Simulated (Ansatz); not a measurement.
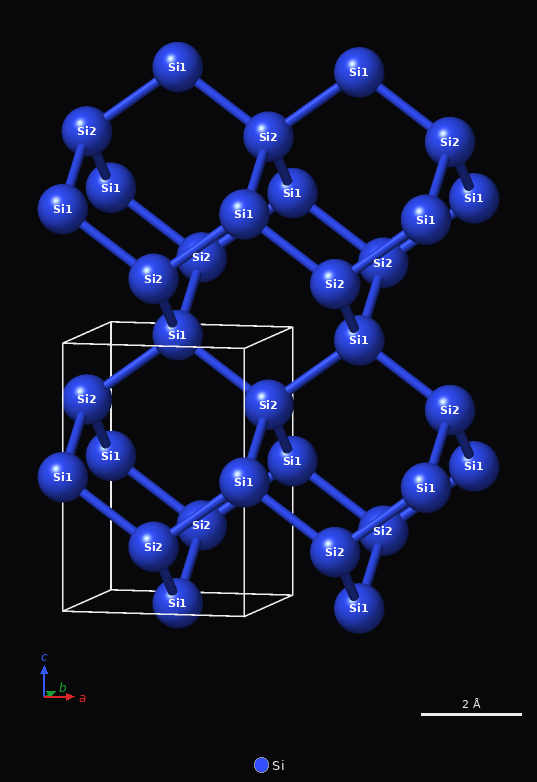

The structure as given in the input (ball-and-stick view of the cell 2 times as large as that of the calculation, set on its symmetry axes, repeated 2 × 1 × 2, seen slightly off an axis; atoms are numbered from 1 in the order of the input). An atom can appear more than once, as a periodic image.

**Si: a changed input and its effect**

System: Si (Imma, 2 atoms in the cell).
Method of run A: DFT PBE, scalar-relativistic, plane waves, PAW, no spin polarisation (Ansatz 0.2.0).

The structure derives from an entry of the Crystallography Open Database. Text and figures count atoms from 1; the logs count them from 0 in places.

### The input, run A
```yaml
crystal:
  lattice:
    - [0.047520725, 2.71547, 2.71547]
    - [2.762990725, 0.0, 2.762990725]
    - [2.71547, 2.71547, 0.047520725]
  atoms:
    - { symbol: Si, position: [0.5, 0.5, 0.5] }
    - { symbol: Si, position: [0.75, 0.75, 0.75] }
basis:
  ecutwfc: 420
kpoints:
  mp_grid: { grid: [10, 10, 10] }
hamiltonian:
  xc: pbe
scf:
  occupations: { method: gaussian, width: 0.05 }
output:
  forces: true
  stress: true
  eigenvalues: true
  write_density: true
  write_potential: true
  elf: true
  volumetric_format: npy
```

Command:
```bash
ansatz run input.yaml --threads 1 --pin off --max-ram 2560MiB --backend cpu --events-out ev --progress --plain --runs-dir out
```

Hardware: 1 thread of Intel Xeon @ 2.50GHz (Skylake/Cascade Lake), 189 GiB of memory available, shared host.

### Output, shortened to warnings, some set-up lines, iterations and results (run A)
```
Basis set: ecut = 420 eV, 781 PW (Γ), exchange–correlation on 54×54×54 points (8 copies of the dense FFT grid, shifted against one another)
Symmetry: 8 space group operations
k-points: 171 of 1000
Initial density: superposition of atomic densities (neutral atoms: chi_scale 0, normalization atom), corrected by the library's trained network
[...]
SCF iter   1: F=—  HF=-1271.597573 eV  |F-HF|=—  |Δ(HF+E_count)|=         —  Δρ=1.11e-3  dr2=2.63e-4  ethr=1.77e-3  ⟨swp⟩=6.0  Hψ=12273  notcnv=0
SCF iter   2: F=—  HF=-1271.597946 eV  |F-HF|=—  |Δ(HF+E_count)|=   3.72e-4  Δρ=4.70e-4  dr2=4.50e-5  ethr=3.29e-6  ⟨swp⟩=2.2  Hψ=3404  notcnv=0
SCF iter   3: F=—  HF=-1271.597992 eV  |F-HF|=—  |Δ(HF+E_count)|=   4.67e-5  Δρ=9.18e-5  dr2=2.25e-6  ethr=5.62e-7  ⟨swp⟩=2.4  Hψ=2108  notcnv=0
SCF iter   4: F=—  HF=-1271.597994 eV  |F-HF|=—  |Δ(HF+E_count)|=   1.13e-6  Δρ=2.46e-5  dr2=1.86e-7  ethr=2.81e-8  ⟨swp⟩=2.0  Hψ=2050  notcnv=0
SCF iter   5: F=-1271.597994 eV  HF=-1271.597994 eV  |F-HF|=1.17e-9  |Δ(HF+E_count)|=   3.81e-8  Δρ=3.21e-6  dr2=2.15e-9  ethr=2.32e-9  ⟨swp⟩=2.2  Hψ=2074  notcnv=0
SCF iter   6: F=-1271.597994 eV  HF=-1271.597994 eV  |F-HF|=3.64e-12  |Δ(HF+E_count)|=   1.51e-9  Δρ=3.73e-7  dr2=4.03e-11  ethr=2.69e-11  ⟨swp⟩=4.9  Hψ=6549  notcnv=0
SCF 1 converged in 6 iterations: F = -1271.597994 eV  dr2 = 4.03e-11
SCF converged after 6 iterations
Free energy (F): -1271.597994 eV
Harris-Foulkes:  -1271.597994 eV  (|F-HF|=3.64e-12)
Internal energy: -1271.597994 eV  (E = F + TS)
E sigma→0 (E₀):  -1271.597994 eV
Fermi energy:    6.512294 eV
--- Per-component energies (eV) ---
  E_band       = 9.336344
  E_kinetic    = 80.877133
  E_local      = -54.918253  (includes V_loc(G=0)·N_el)
  E_nonlocal   = 52.047982
  E_hartree    = 14.949947
  E_xc         = -110.447362
  E_vxc        = -93.578456  (∫ρ·V_xc dr)
  E_paw        = -1025.614924  (= ΣΔE_a)
  E_vpaw       = -4.991985  (= ΣTr[D̂ρ^β])
  E_aug_tail   = 0.000012  (compensation charges beyond the density's cutoff)
  E_ewald      = -228.492529
  E_smearing   = -0.000000  (= −TS)
  E_closure    = 0.000000  (closes the sum)
  Σ components = -1271.597994   (vs F -1271.597994, Δ=0.00e0)
--- Forces (eV/Å), atoms counted from 1 ---
  atom   1  Si    -0.00000000     0.35041101    -0.00000000
  atom   2  Si     0.00000000    -0.35041101    -0.00000000
  max |Σ_I F_I| component: 5.55e-17 eV/Å
--- Stress (GPa, compression-positive) ---
        2.171699      -0.000000      -3.679043
       -0.000000       2.127886      -0.000000
       -3.679043      -0.000000       2.171699
  P = ⅓ Tr σ = 2.1571 GPa (21.571 kbar)
```

For run B the input was changed thus:
```diff
-    - [0.047520725, 2.71547, 2.71547]
-    - [2.762990725, 0.0, 2.762990725]
-    - [2.71547, 2.71547, 0.047520725]
+    - [0.020366025, 2.71547, 2.71547]
+    - [2.735836025, 0.0, 2.735836025]
+    - [2.71547, 2.71547, 0.020366025]
```

Predict how the results change.

With the same functional and potentials, run B lies 6.6 meV per atom lower. The gap on the mesh goes from 0.47 to 0.55 eV. The largest force goes from 0.350 to 0.150 eV/Å. The number of SCF iterations is the same. The plane waves at Γ go from 781 to 757.

### Output, shortened to warnings, some set-up lines, iterations and results (run B)
```
Basis set: ecut = 420 eV, 757 PW (Γ), exchange–correlation on 54×54×54 points (8 copies of the dense FFT grid, shifted against one another)
Symmetry: 8 space group operations
k-points: 171 of 1000
Initial density: superposition of atomic densities (neutral atoms: chi_scale 0, normalization atom), corrected by the library's trained network
[...]
SCF iter   1: F=—  HF=-1271.610837 eV  |F-HF|=—  |Δ(HF+E_count)|=         —  Δρ=1.14e-3  dr2=2.82e-4  ethr=1.77e-3  ⟨swp⟩=6.1  Hψ=12248  notcnv=0
SCF iter   2: F=—  HF=-1271.611209 eV  |F-HF|=—  |Δ(HF+E_count)|=   3.71e-4  Δρ=4.81e-4  dr2=4.72e-5  ethr=3.53e-6  ⟨swp⟩=2.3  Hψ=3393  notcnv=0
SCF iter   3: F=—  HF=-1271.611256 eV  |F-HF|=—  |Δ(HF+E_count)|=   4.76e-5  Δρ=9.25e-5  dr2=2.22e-6  ethr=5.91e-7  ⟨swp⟩=2.2  Hψ=2079  notcnv=0
SCF iter   4: F=—  HF=-1271.611258 eV  |F-HF|=—  |Δ(HF+E_count)|=   1.20e-6  Δρ=2.21e-5  dr2=1.50e-7  ethr=2.78e-8  ⟨swp⟩=2.0  Hψ=2052  notcnv=0
SCF iter   5: F=-1271.611258 eV  HF=-1271.611258 eV  |F-HF|=8.74e-10  |Δ(HF+E_count)|=   2.75e-8  Δρ=2.70e-6  dr2=1.39e-9  ethr=1.87e-9  ⟨swp⟩=2.0  Hψ=2054  notcnv=0
SCF iter   6: F=-1271.611258 eV  HF=-1271.611258 eV  |F-HF|=8.64e-12  |Δ(HF+E_count)|=   1.08e-9  Δρ=3.51e-7  dr2=3.60e-11  ethr=1.74e-11  ⟨swp⟩=4.5  Hψ=6400  notcnv=0
SCF 1 converged in 6 iterations: F = -1271.611258 eV  dr2 = 3.60e-11
SCF converged after 6 iterations
Free energy (F): -1271.611258 eV
Harris-Foulkes:  -1271.611258 eV  (|F-HF|=8.64e-12)
Internal energy: -1271.611258 eV  (E = F + TS)
E sigma→0 (E₀):  -1271.611258 eV
Fermi energy:    6.521780 eV
--- Per-component energies (eV) ---
  E_band       = 9.321511
  E_kinetic    = 80.851685
  E_local      = -54.848461  (includes V_loc(G=0)·N_el)
  E_nonlocal   = 52.029727
  E_hartree    = 14.923246
  E_xc         = -110.438035
  E_vxc        = -93.567101  (∫ρ·V_xc dr)
  E_paw        = -1025.613076  (= ΣΔE_a)
  E_vpaw       = -4.990865  (= ΣTr[D̂ρ^β])
  E_aug_tail   = 0.000012  (compensation charges beyond the density's cutoff)
  E_ewald      = -228.516355
  E_smearing   = -0.000000  (= −TS)
  E_closure    = 0.000000  (closes the sum)
  Σ components = -1271.611258   (vs F -1271.611258, Δ=0.00e0)
--- Forces (eV/Å), atoms counted from 1 ---
  atom   1  Si    -0.00000000     0.14988681     0.00000000
  atom   2  Si     0.00000000    -0.14988681    -0.00000000
  max |Σ_I F_I| component: 1.56e-17 eV/Å
--- Stress (GPa, compression-positive) ---
        2.040901       0.000000      -1.575326
        0.000000       2.032897      -0.000000
       -1.575326      -0.000000       2.040901
  P = ⅓ Tr σ = 2.0382 GPa (20.382 kbar)
```

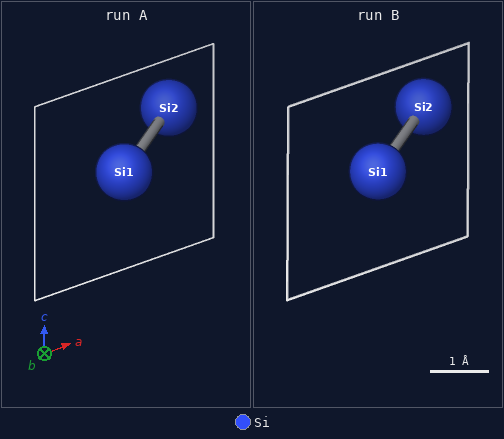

The two input geometries at one scale (ball-and-stick view of the reduced cell, along the b axis). No atom moves by more than 0.005 Å relative to the cell. The drawn cell changes at constant volume: a 3.773 → 3.811 Å (+1.0 %), b = c 3.841 → 3.840 Å (0.0 %), α 61.2° → 60.5°, β 60.6° → 60.2°, γ 60.6° → 60.2°. Among the contacts that change: Si1–Si2 2.379 → 2.363 Å.

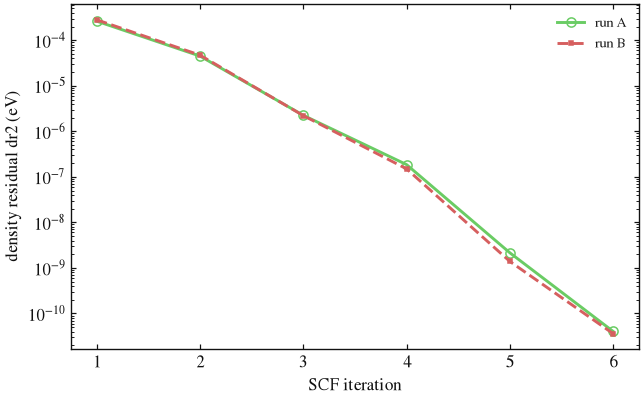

Convergence of the two runs: density residual dr2 against the SCF iteration. Run A takes 6 iterations in all, and run B takes 6.

### The two runs side by side

| quantity | run A | run B |
| --- | --- | --- |
| outcome | converged | converged |
| free energy per atom (eV) | −635.7990 | −635.8056 |
| gap on the mesh (eV) | 0.47 | 0.55 |
| pressure (GPa) | 2.16 | 2.04 |
| volume per atom (Å³) | 20.02 | 20.02 |
| largest force (eV/Å) | 0.350 | 0.150 |
| SCF iterations | 6 | 6 |
| irreducible k-points | 171 | 171 |
| plane waves at Γ | 781 | 757 |
| wall time (shared host) | 9.3 s | 8.8 s |
